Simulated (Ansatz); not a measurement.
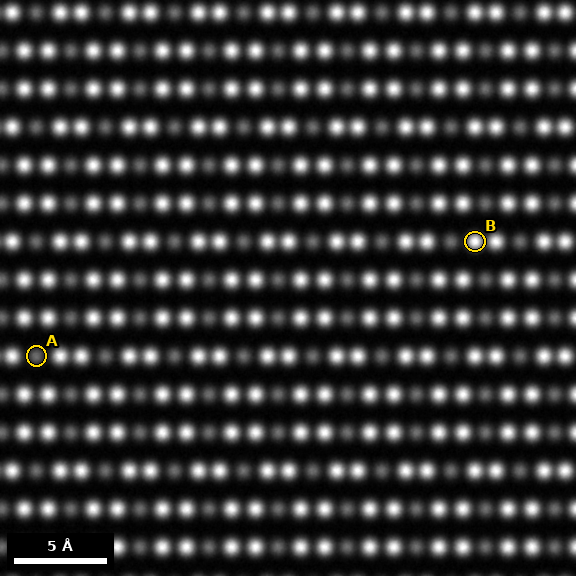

HAADF-like image of Co₂Si (P6_422, No. 181) along [100]. Simulation: incoherent imaging, intensity Z^1.6 per atom, probe width 0.65 Å, thin sample. The display is stretched by a gamma of 0.8; percentages refer to the linear signal. Shot noise was added. Atomic positions: coordinates from a relaxation with Ansatz, DFT PBE, scalar-relativistic, plane waves, PAW; the starting structure was generated, so it need not be a known form of this composition.

```
CELL_PARAMETERS angstrom
4.29355 0.00000 0.00000
-2.14677 3.71832 0.00000
0.00000 0.00000 6.16288
ATOMIC_POSITIONS crystal
Co 0.17383 0.34767 0.00000
Co 0.82617 0.17383 0.66667
Co 0.65233 0.82617 0.33333
Co 0.82617 0.65233 0.00000
Co 0.17383 0.82617 0.66667
Co 0.34767 0.17383 0.33333
Si 0.50000 0.00000 0.00000
Si 0.50000 0.50000 0.66667
Si 0.00000 0.50000 0.33333
```

Q: Assign the marked columns.

A: Si (1 Si per 4.29 Å along the beam; about 35 % of the brightest peak). B: Co (1 Co per 4.29 Å along the beam; the brightest kind). Brightness is counted from the darkest point of the image.
